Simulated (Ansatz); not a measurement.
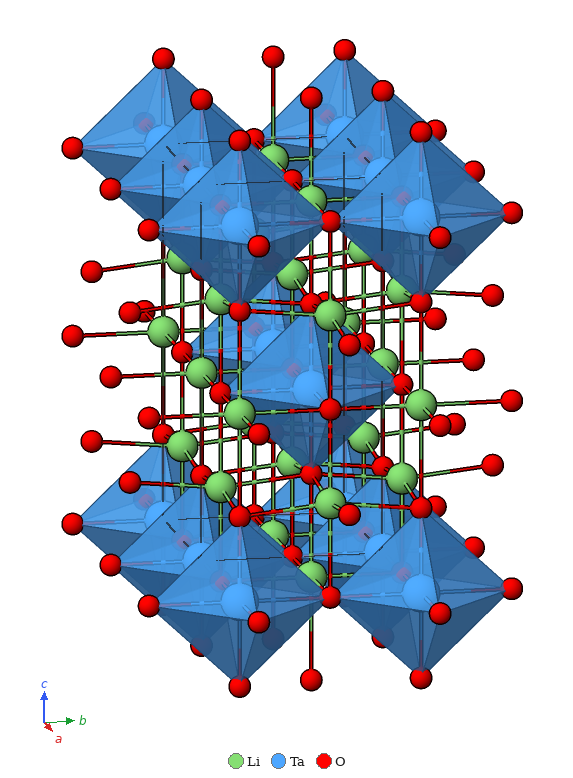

Polyhedral drawing of the structure, looking slightly off an axis. The solid box is one conventional unit cell, and 2×1×1 cells are shown. Some neighbours outside the box are added.

Li3TaO4, space group I4/mmm (No. 139), a = 4.08 Å, b = 4.08 Å, c = 8.51 Å, α = 90.00°, β = 90.00°, γ = 90.00°.

Computational set-up: DFT PBEsol, scalar-relativistic, plane waves, PAW (Ansatz 0.2.0), E_cut = 420 eV, k-points about 0.22 Å⁻¹ apart, Gaussian smearing of 0.02 eV, no spin polarisation.

Is the electronic structure metallic or gapped?

A semiconductor at this level, with a gap of 1.57 eV on the k-mesh (the true edges may lie between mesh points, so the gap can be somewhat smaller).

Origin of the cell: a structure listed in the Materials Project. The picture shows the end point of a geometry optimisation with DFT PBEsol, scalar-relativistic, plane waves, PAW in Ansatz.
